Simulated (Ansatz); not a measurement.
# Geometry relaxation, with input and output: BN

- system: BN (slab, 6 atoms in the cell)
- method: DFT PBE+D3(BJ), scalar-relativistic, plane waves, PAW, no spin polarisation (Ansatz 0.2.0)

The structure derives from an entry of the Crystallography Open Database. The input holds or restrains some coordinates. It belongs to a series of runs on one base structure; here: clean slab, lower half held. Figures and captions count atoms from 1; the log counts them from 0 in places.

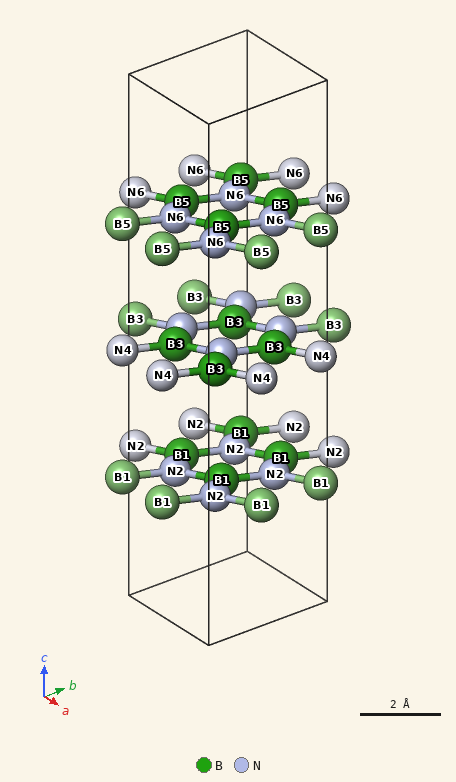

Figure 1. The structure as given in the input (ball-and-stick view of the 2 × 2 repeat of the cell, with the vacuum cut short, seen slightly off an axis; neighbours outside the cell are drawn fainter; atoms are numbered from 1 in the order of the input). Near neighbours in the crystal (not all of them lie inside the picture): B has 3 N at 1.45 Å; N has 3 B at 1.45 Å.

Key numbers:

```tsv
quantity	value
outcome	converged under the restraints of the input
electrons treated	24
free energy	−1627.9400 eV
work function, top face	3.66 eV
work function, bottom face	3.66 eV
Fermi energy	0.803 eV
gap on the k-point mesh	4.36 eV
final volume	128.49 Å³
work function (upper face)	3.66 eV
largest force (length of the vector) at the end, held atoms and coordinates included	0.029 eV/Å
hardware	1 thread of AMD EPYC (Zen 5), 176 GiB of memory available, shared host
wall time	3.5 s
peak memory	0.36 GiB
```

Remarks:

Notes on the run: the exchange-correlation potential is rough where the density is thin.

The input:
```yaml
crystal:
  lattice:
    - [2.506438148, 0.0, 0.0]
    - [-1.253219074, 2.1706391092, 0.0]
    - [0.0, 0.0, 23.616846055]
  atoms:
    - { symbol: B, position: [0.3333333333, 0.6666666667, 0.3599125802] }
    - { symbol: "N", position: [0.6666666667, 0.3333333333, 0.3599125802] }
    - { symbol: B, position: [0.6666666667, 0.3333333333, 0.5] }
    - { symbol: "N", position: [0.3333333333, 0.6666666667, 0.5] }
    - { symbol: B, position: [0.3333333333, 0.6666666667, 0.6400874198] }
    - { symbol: "N", position: [0.6666666667, 0.3333333333, 0.6400874198] }
basis:
  ecutwfc: 420
kpoints:
  mp_grid: { grid: [12, 12, 1] }
hamiltonian:
  xc: pbe
  dispersion: d3bj
scf:
  occupations: { method: gaussian, width: 0.05 }
output:
  forces: true
  eigenvalues: true
  write_density: true
  write_potential: true
  elf: true
  volumetric_format: npy
relax:
  adjacent_minimum: "off"
  f_tol: 0.03
  max_steps: 70
  constraints: [{ sites: [0, 1] }]
efield:
  axis: 3
  dipole_correction: true
  ramp_width: 0.04
```

Launched with:
```bash
ansatz run input.yaml --threads 1 --pin off --max-ram 2560MiB --backend cpu --events-out ev --progress --plain --runs-dir out
```

What the program printed:
```
Engine: ansatz 0.2.0, x86_64-unknown-linux-gnu
Pseudopotentials: kind: paw
Pseudopotential: B, paw, valence charge 3, recommended cutoff 420 eV (normal), B.paw.azcp
Pseudopotential: N, paw, valence charge 5, recommended cutoff 420 eV (normal), N.paw.azcp
Functional definition: PBE
  parameter kappa = 0.804
  parameter beta = 0.06672455060314922
  exchange = pbe_x(kappa = kappa, mu = beta*pi^2/3)
  correlation = pbe_c(beta = beta)
Crystal: 6 atoms, lattice volume = 128.489 Å³
Basis set: ecut = 420 eV, 2485 PW (Γ), exchange–correlation on 36×36×320 points (8 copies of the dense FFT grid, shifted against one another)
Bands: 18, of which v1, the nominal top of the filled ones, is band 12 counted from 1 (11 counted from 0)
Symmetry: 6 space group operations
k-points: 19 of 144 (time reversal used)
Non-local potential: B, projectors of the file, l = 0: 2, l = 1: 2, l = 2: 1
Non-local potential: N, projectors of the file, l = 0: 2, l = 1: 2, l = 2: 1
PAW form: soft (Blöchl's): semilocal exchange-correlation on the pseudo side does not see the compensation charge
PAW one-centre angular grid: B, 110 points (default); XC on 64 Gauss nodes
PAW one-centre angular grid: N, 110 points (default); XC on 64 Gauss nodes
Initial density: superposition of atomic densities (neutral atoms: chi_scale 0, normalization atom), corrected by the library's trained network
Initial wavefunctions: pseudopotential atomic-orbital guess
Functional: x = pbe(κ = 0.804, μ = 0.2195149727645171), c = pbe(β = 0.06672455060314922)
SCF iter   1: F=—  HF=-1627.937310 eV  |F-HF|=—  |Δ(HF+E_count)|=         —  Δρ=1.61e-3  dr2=3.73e-3  ethr=1.77e-3  p=0.000 e·Å  D=8.71e-14 V/Å  ΔV_dip=-0.00 eV  dr2_dipole=3.00e-8  V_vac-E_F(+/−)=3.37/3.37 eV  ⟨swp⟩=6.9  Hψ=2099  notcnv=0
efield: sawtooth ramp at fractional position 0.9800 (placed from the atoms, in the widest stretch of the axis that holds none; the zero of the levels goes with the place), width 0.0400; the density the first Hamiltonian is built on has a dipole p = 0.000 e·Å; the dipole correction subtracts the counter field D = 8.71e-14 V/Å, which shifts the + side's vacuum level by -0.00 eV against the − side's; the planar-averaged density in the ramp window peaks in size at 4.0e-5 e/Å³
preconditioner: auto → none  [insulator: Δε(μ)=4.374 eV  Ē_g=14.920 eV  σ=0.050 eV  W_gap=1.00  n_scr=14 (ndim 8)  ℏωp=16.0 eV  f_vac=0.570  D(μ)=0.00/eV (n_scr^D=0)  ε∞_Penn≈2.2]
SCF iter   2: F=—  HF=-1627.939697 eV  |F-HF|=—  |Δ(HF+E_count)|=   2.39e-3  Δρ=8.54e-4  dr2=1.17e-3  ethr=1.56e-5  p=-0.000 e·Å  D=-1.45e-4 V/Å  ΔV_dip=0.00 eV  dr2_dipole=6.54e-8  V_vac-E_F(+/−)=3.64/3.63 eV  ⟨swp⟩=2.1  Hψ=777  notcnv=0  defer=21
SCF iter   3: F=—  HF=-1627.939722 eV  |F-HF|=—  |Δ(HF+E_count)|=   2.53e-5  Δρ=5.38e-4  dr2=1.23e-4  ethr=4.88e-6  p=-0.000 e·Å  D=-2.00e-6 V/Å  ΔV_dip=0.00 eV  dr2_dipole=1.30e-10  V_vac-E_F(+/−)=3.60/3.60 eV  ⟨swp⟩=2.1  Hψ=451  notcnv=0  defer=21
SCF iter   4: F=—  HF=-1627.940019 eV  |F-HF|=—  |Δ(HF+E_count)|=   2.97e-4  Δρ=1.07e-4  dr2=9.11e-6  ethr=5.11e-7  p=-0.000 e·Å  D=-1.86e-5 V/Å  ΔV_dip=0.00 eV  dr2_dipole=2.05e-9  V_vac-E_F(+/−)=3.65/3.65 eV  ⟨swp⟩=2.2  Hψ=550  notcnv=0  defer=25
iter 5 did not close the SCF: its close was put off for the readings that it lacked (scf_convergence_deferred on its scf_iter line)
SCF iter   5: F=-1627.940028 eV  HF=-1627.940027 eV  |F-HF|=5.84e-7  |Δ(HF+E_count)|=   8.34e-6  Δρ=2.96e-5  dr2=8.05e-7  ethr=3.79e-8  p=0.000 e·Å  D=1.53e-5 V/Å  ΔV_dip=-0.00 eV  dr2_dipole=6.18e-10  V_vac-E_F(+/−)=3.66/3.66 eV  ⟨swp⟩=2.0  Hψ=546  notcnv=0  defer=25
SCF iter   6: F=-1627.940028 eV  HF=-1627.940028 eV  |F-HF|=4.42e-7  |Δ(HF+E_count)|=   3.17e-7  Δρ=1.11e-5  dr2=8.65e-8  ethr=3.35e-9  p=-0.000 e·Å  D=-7.57e-6 V/Å  ΔV_dip=0.00 eV  dr2_dipole=2.59e-10  V_vac-E_F(+/−)=3.66/3.66 eV  ⟨swp⟩=14.8  Hψ=2910  notcnv=0
SCF 1 converged in 6 iterations: F = -1627.940028 eV  dr2 = 8.65e-8
  greatest PAW one-centre occupation: 0.797 electrons in one spin orbital (limit 2), on the N atom at site 3 (counted from 0), in its partial waves of l = 0
relax step   1: F+E_penalty+E_count = -1627.94002821 eV  Δ(F+E_penalty+E_count) = +0.000e0 eV  max|allowed force component| = 2.885e-2 eV/Å  Δτ_max = 0.0000 Å  (6 SCF iters, dr2 threshold 2.25e-5 eV, accepted)
Initial density: handed on by an earlier stage of this run
Initial wavefunctions: those handed on with the density
iter 1 solved again at ethr=3.68e-10 eV; its pass at ethr=3.10e-3 eV (dr2=8.82e-8 eV) is discarded
SCF iter   1: F=—  HF=-1627.940029 eV  |F-HF|=—  |Δ(HF+E_count)|=         —  Δρ=1.13e-5  dr2=8.88e-8  ethr=3.68e-10  p=-0.000 e·Å  D=-7.57e-6 V/Å  ΔV_dip=0.00 eV  dr2_dipole=2.58e-10  V_vac-E_F(+/−)=3.66/3.66 eV  ⟨swp⟩=1.0  Hψ=1140  notcnv=0
efield: sawtooth ramp at fractional position 0.9800 (handed on by an earlier solve), width 0.0400; the density the first Hamiltonian is built on has a dipole p = -0.000 e·Å; the dipole correction subtracts the counter field D = -7.57e-6 V/Å, which shifts the + side's vacuum level by +0.00 eV against the − side's; the planar-averaged density in the ramp window peaks in size at 1.2e-6 e/Å³
preconditioner: auto → none  [insulator: Δε(μ)=4.361 eV  Ē_g=15.002 eV  σ=0.050 eV  W_gap=1.00  n_scr=14 (ndim 8)  ℏωp=16.0 eV  f_vac=0.569  D(μ)=0.00/eV (n_scr^D=0)  ε∞_Penn≈2.1]
SCF iter   2: F=-1627.940028 eV  HF=-1627.940028 eV  |F-HF|=2.63e-7  |Δ(HF+E_count)|=   8.96e-7  Δρ=5.17e-6  dr2=1.53e-8  ethr=3.68e-10  p=0.000 e·Å  D=5.90e-6 V/Å  ΔV_dip=-0.00 eV  dr2_dipole=1.24e-10  V_vac-E_F(+/−)=3.66/3.66 eV  ⟨swp⟩=12.6  Hψ=2660  notcnv=0
SCF 2 converged in 2 iterations: F = -1627.940028 eV  dr2 = 1.53e-8
relax step   2: F+E_penalty+E_count = -1627.94002824 eV  Δ(F+E_penalty+E_count) = -2.605e-8 eV  max|allowed force component| = 2.888e-2 eV/Å  Δτ_max = 0.0000 Å  (2 SCF iters, accepted)
```

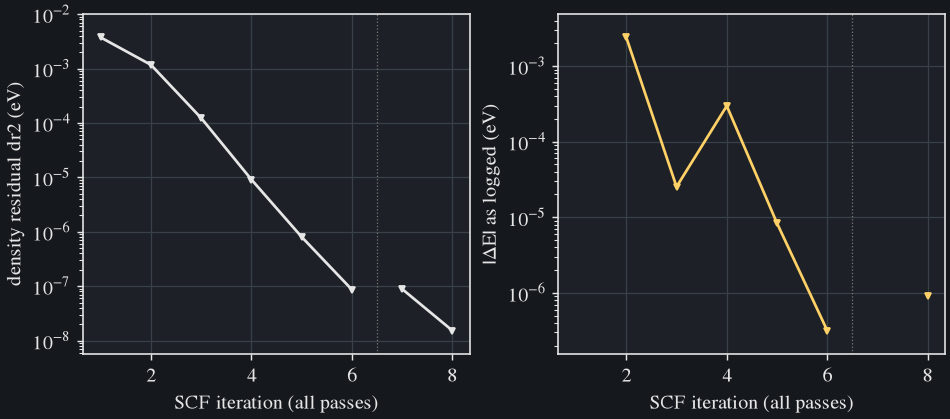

Figure 2. Convergence of the self-consistent field: density residual dr2 and size of the energy change against the SCF iteration. The dotted lines part the SCF passes of the relaxation: geometry steps, rejected trials and re-solves on a re-selected basis. The passes take 6 and 2 iterations.

```
WARN: The output density's exchange-correlation potential varies sharply where the density is thin. Do not read a vacuum level from v_tot or v_xc, or from such a field of the output density. On a cell that repeats whose density bears no net charge and no dipole along the vacuum's axis use v_es (v_loc + v_h of the components); under efield.dipole_correction with no amplitude use v_es + v_field, which holds any external_charges[].barrier, or the levels of the report's work_function block, which leave it out; under a non-zero efield.amplitude the vacuum is tilted and has no level; on a cell that repeats and bears such a dipole with no correction it is tilted too, and efield.dipole_correction with no amplitude gives each side of its ramp a level where efield: is served; in a cell that repeats whose density bears a net charge (total_charge, or a fill off its count) it is curved and has none; of a slab under crystal.periodic whose density bears no net charge use v_es, which has a level on each side, short of where the two are joined; of another it falls or rises all the way out and has none; of a slab beside external_charges read slab_vacuum_level instead, which it has where they leave it neutral. The grid or the basis barely resolves most such structure, and the values can differ between equally converged runs; as a rule a tighter scf.convergence.dr2_threshold does not remove it. Where the density itself ripples (under the LDA too) a higher basis.ecutwfc lessens it. The files hold the spikes' plane waves up to the density's cutoff. Files: v_tot_of_output_density and the like, and their columns of v_z.tsv (output.write_potential); v_xc_of_output_density and the like, and their columns of v_comp_z.tsv (output.write_potential_components). Measured: with its Gaussian average of σ = 0.25 Å subtracted twice, the exchange-correlation potential is over 0.1 eV at 1 of the grid points where the equally averaged density (valence and model cores) is under 1e-3 e/Å³, and 0.104 eV at the most among them, at an averaged density of 4.3e-8 e/Å³. The input density's (outcome.potential() and, of a run that writes arrays, v_tot and v_xc) is over 0.1 eV, so measured, at 8 points of its own thin density, 0.123 eV at the most. See output.write_potential in the manual, Limitations
SCF converged after 2 iterations
Free energy (F): -1627.940028 eV
Harris-Foulkes:  -1627.940028 eV  (|F-HF|=2.63e-7)
Internal energy: -1627.940028 eV  (E = F + TS)
E sigma→0 (E₀):  -1627.940028 eV
Fermi energy:    0.803072 eV
Dipole field:    D = -0.000013 V/Å  (p = -0.000009 e·Å, saw-weighted, corrected)
Work function:   Φ+ = 3.6626 eV   Φ− = 3.6623 eV
Levels:          The Fermi level and band energies are counted from a zero that moves with the ramp; work functions are not
--- Per-component energies (eV) ---
  E_band       = -204.063321
  E_kinetic    = 549.745005
  E_local      = -14578.102451  (includes V_loc(G=0)·N_el)
  E_nonlocal   = 173.381552
  E_hartree    = 7031.185701
  E_xc         = -276.470988
  E_vxc        = -342.981001  (∫ρ·V_xc dr)
  E_paw        = -620.410534  (= ΣΔE_a)
  E_vpaw       = -68.479423  (= ΣTr[D̂ρ^β])
  E_aug_tail   = 0.000304  (compensation charges beyond the density's cutoff)
  E_efield     = 0.000000  (sawtooth field / dipole correction)
  E_vefield    = 0.000000  (∫n·V_field dr)
  E_ewald      = 6093.438195
  E_disp       = -0.706812  (pairwise vdW)
  E_smearing   = -0.000000  (= −TS)
  E_closure    = -0.000000  (closes the sum)
  Σ components = -1627.940028   (vs F -1627.940028, Δ=0.00e0)
--- Forces (eV/Å), atoms counted from 1 ---
  atom   1  B      0.00000000     0.00000000     0.02060471
  atom   2  N      0.00000000     0.00000000    -0.02883866
  atom   3  B     -0.00000000     0.00000000    -0.00000842
  atom   4  N      0.00000000     0.00000000     0.00003209
  atom   5  B      0.00000000     0.00000000    -0.02061451
  atom   6  N     -0.00000000    -0.00000000     0.02887508
  max |Σ_I F_I| component: 5.03e-5 eV/Å
--- Band table (eV; the first three rows and the last of 19) ---
  k-point 0: bands = ["-19.1358", "-19.0208", "-18.9206", "-7.3384", "-6.6231", "-5.8243", "-2.7267", "-2.7267", "-2.7054", "-2.7054", "-2.6975", "-2.6975", "3.4990", "3.7767", "4.6546", "5.4053", "5.6303", "7.1960"]
  k-point 1: bands = ["-19.0008", "-18.8875", "-18.7889", "-7.1542", "-6.4450", "-5.6537", "-3.2839", "-3.2629", "-3.2574", "-2.9861", "-2.9635", "-2.9535", "3.7316", "3.9963", "4.8795", "5.6145", "5.8508", "7.3867"]
  k-point 2: bands = ["-18.6032", "-18.4948", "-18.4014", "-6.6095", "-5.9223", "-5.1598", "-4.6921", "-4.6620", "-4.6588", "-3.6175", "-3.5917", "-3.5790", "4.3893", "4.6311", "5.5307", "6.1737", "6.4826", "7.7702"]
  k-point 18: bands = ["-15.3793", "-15.3638", "-15.3636", "-9.3307", "-9.2635", "-9.2117", "-8.5472", "-8.5315", "-8.5277", "-1.4473", "-1.4204", "-1.3775", "3.2825", "3.3446", "3.3946", "9.7457", "10.7906", "11.8970"]
--- Relaxed structure (2 steps of the walk, 2 accepted, 0 SCFs on fresh bases) ---
  F+E_penalty+E_count = -1627.94002824 eV   max|allowed force component| = 2.888e-2 eV/Å
  atoms:
    - { symbol: B, position: [0.3333333333333332, 0.6666666666666665, 0.35991258019999994] }
    - { symbol: N, position: [0.6666666666666666, 0.33333333333333326, 0.35991258019999994] }
    - { symbol: B, position: [0.6666666666666666, 0.33333333333333326, 0.4999999999999999] }
    - { symbol: N, position: [0.3333333333333332, 0.6666666666666665, 0.4999999999999999] }
    - { symbol: B, position: [0.3333333333333332, 0.6666666666666665, 0.6400874197999998] }
    - { symbol: N, position: [0.6666666666666666, 0.33333333333333326, 0.6400874197999998] }
```

Trajectory as extended XYZ (Å, eV, eV/Å), 2 frames, from step=1 to step=2:
```
6
Lattice="2.5064 0.0000 0.0000 -1.2532 2.1706 0.0000 0.0000 0.0000 23.6168" Properties=species:S:1:pos:R:3:forces:R:3 step=1 energy=-1627.94003
B     0.0000    1.4471    8.5000    0.0000   0.0000   0.0206
N     1.2532    0.7235    8.5000    0.0000   0.0000  -0.0289
B     1.2532    0.7235   11.8084    0.0000   0.0000   0.0000
N     0.0000    1.4471   11.8084    0.0000   0.0000  -0.0001
B     0.0000    1.4471   15.1168    0.0000   0.0000  -0.0206
N     1.2532    0.7235   15.1168    0.0000   0.0000   0.0289
6
Lattice="2.5064 0.0000 0.0000 -1.2532 2.1706 0.0000 0.0000 0.0000 23.6168" Properties=species:S:1:pos:R:3:forces:R:3 step=2 energy=-1627.94003
B     0.0000    1.4471    8.5000    0.0000   0.0000   0.0206
N     1.2532    0.7235    8.5000    0.0000   0.0000  -0.0288
B     1.2532    0.7235   11.8084    0.0000   0.0000   0.0000
N     0.0000    1.4471   11.8084    0.0000   0.0000   0.0000
B     0.0000    1.4471   15.1168    0.0000   0.0000  -0.0206
N     1.2532    0.7235   15.1168    0.0000   0.0000   0.0289
```

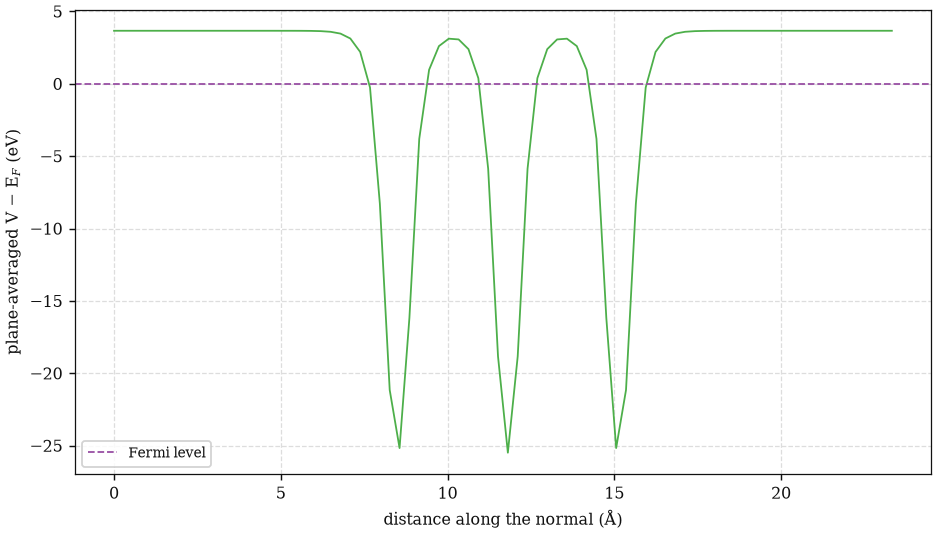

Figure 3. Plane average of the electrostatic potential energy of an electron across the cell, from the Fermi level. The vacuum level lies 3.66 eV above the Fermi level.

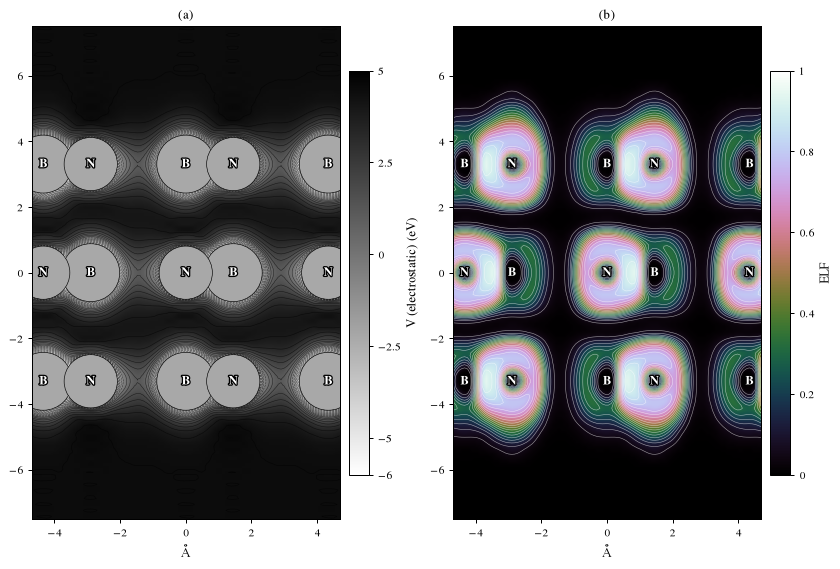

Figure 4. (a) electrostatic potential energy of an electron; (b) ELF on the (110) plane of the calculation cell, a cut from vacuum to vacuum. Grey discs, where drawn, cover atomic cores. The section cuts through B and N sites. B–N (1.45 Å): the ELF peaks at about 0.95 between the atoms (a shared but strongly polarised pair). The fields are those of the smooth PAW valence density.

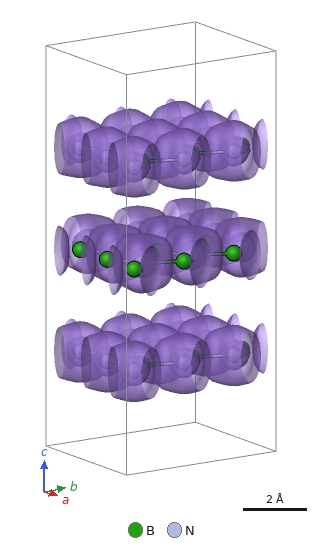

Figure 5. Isosurface of the electron localisation function at 0.7 (purple), seen slightly off an axis. Core shells and regions of very low density are left out. Sticks mark near contacts. Counts are for one cell; the picture repeats the cell along the surface.  Values along the shortest contacts: B–N (1.45 Å): the ELF peaks at about 0.95 between the atoms, which marks a polar covalent bond.
